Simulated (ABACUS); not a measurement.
# A series of single points on Li

System: Li (P6₃/mmc, 2 atoms in the cell).
Method: Kohn-Sham DFT of a periodic cell, PBE, PseudoDojo NC SR 0.4.1 PBE standard, no spin polarisation (ABACUS 3.10.1).

The 7 runs differ only in the geometry, by an even scaling of the cell at fixed fractional positions. The structure derives from an entry of the Crystallography Open Database.

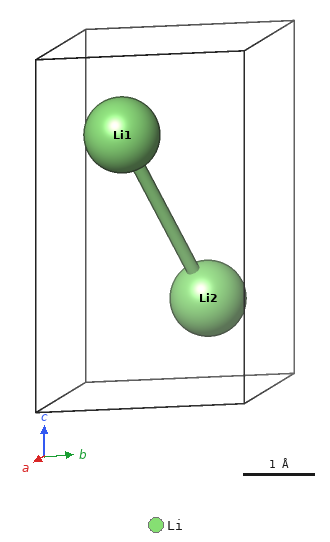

Figure 1. The structure of run 4 (ball-and-stick view of the cell of the calculation, seen slightly off an axis; atoms are numbered from 1 in the order of the input).

## Input of run 4
```
INPUT_PARAMETERS
suffix              Li
calculation         scf
basis_type          pw
pseudo_dir          ./
symmetry            1
dft_functional      pbe
ecutwfc             74
pseudo_rcut         10
nspin               1
nbands              7
ks_solver           dav
smearing_method     fd
smearing_sigma      0.00367493
scf_thr             1e-08
scf_nmax            100
mixing_type         broyden
mixing_beta         0.7
cal_force           1
cal_stress          1
kpar                4
```

## File STRU of run 4
```
ATOMIC_SPECIES
Li 6.9400 Li.upf

LATTICE_CONSTANT
1.8897261246

LATTICE_VECTORS
3.1110000000 0.0000000000 0.0000000000
-1.5555000000 2.6942050312 0.0000000000
0.0000000000 0.0000000000 5.0930000000

ATOMIC_POSITIONS
Direct

Li
0.0
2
0.6666666667 0.3333333333 0.7500000000 1 1 1
0.3333333333 0.6666666667 0.2500000000 1 1 1
```

## File KPT of run 4
```
K_POINTS
0
Gamma
10 10 5 0 0 0
```

Command:
```bash
OMP_NUM_THREADS=1 mpirun -np 4 abacus > log
```

Run 2 differs from it as follows:
```diff
-3.1110000000 0.0000000000 0.0000000000
--1.5555000000 2.6942050312 0.0000000000
-0.0000000000 0.0000000000 5.0930000000
+3.0689543053 0.0000000000 0.0000000000
+-1.5344771526 2.6577923915 0.0000000000
+0.0000000000 0.0000000000 5.0241672378
```

## Results, with one run withheld

| run | volume per atom (Å³) | free energy per atom, from the lowest run given (meV) | pressure (GPa) |
| --- | --- | --- | --- |
| 1 | 20.063 | 0.00 | 0.10 |
| 2 | 20.490 | ? | ? |
| 3 | 20.917 | 0.88 | −0.45 |
| 4 | 21.344 | 2.36 | −0.69 |
| 5 | 21.771 | 4.46 | −0.91 |
| 6 | 22.198 | 7.11 | −1.11 |
| 7 | 22.625 | 10.28 | −1.30 |

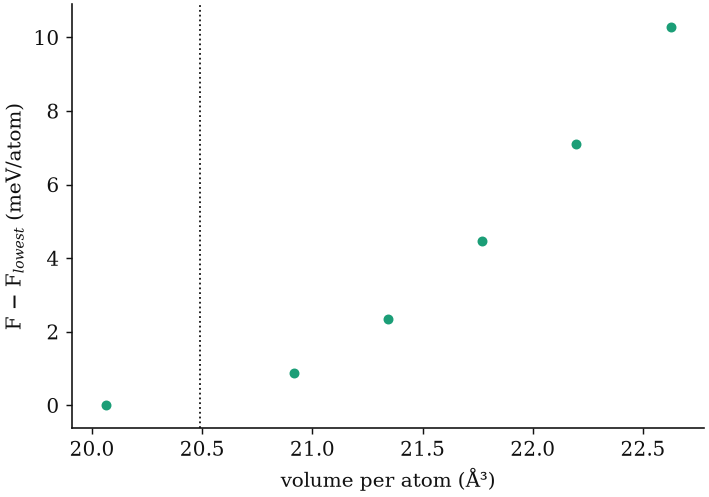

Figure 2. Free energy per atom of the runs given; the dotted line marks run 2.

Fit the runs given and predict run 2.

A cubic polynomial in V^(−2/3) (the Birch–Murnaghan form), fitted to the 6 runs given, misses them by under 0.01 meV per atom. With x = V^(−2/3) − 0.12950 Å⁻², it reads F = 2.8645 − 1140.9 x + 1.1242e+05 x² − 2.5517e+05 x³ (meV per atom). At run 2 it gives 0.07 meV per atom, and the run itself gives 0.07. The slope of the fit gives a pressure −dF/dV of −0.17 GPa there, and the run prints −0.19 GPa. The fit has its minimum at 20.236 Å³ per atom, where V d²F/dV² gives 13.8 GPa. Cell shape and fractional positions are held, so this is the stiffness under even scaling; the relaxed bulk modulus wasn't computed.

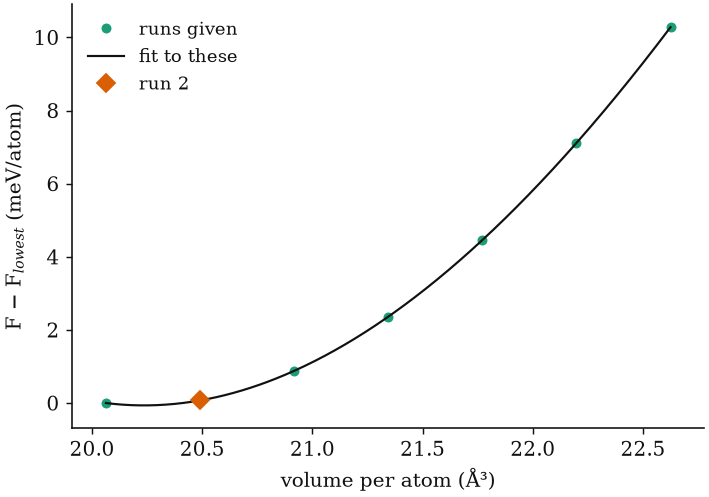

Figure 3. The fit and the withheld run.

## Some lines of the output (run 2)
```
[...]
                          Volume (Bohr^3) = 276.549
                             Volume (A^3) = 40.9803
 E_Fermi        0.0680450470         0.9258003600
 E_Fermi        0.0668604558         0.9096831697
 E_Fermi        0.0662318946         0.9011311552
 E_Fermi        0.0661902236         0.9005641931
 E_Fermi        0.0661868355         0.9005180951
 E_KS(sigma->0) -28.8170373160       -392.0759069764
 E_Fermi        0.0661891502         0.9005495882
 final etot is -392.07958982 eV
 EFERMI = 0.90054958822 eV
 TOTAL-PRESSURE: -1.875198 KBAR
 !FINAL_ETOT_IS -392.0795898158726800 eV
```
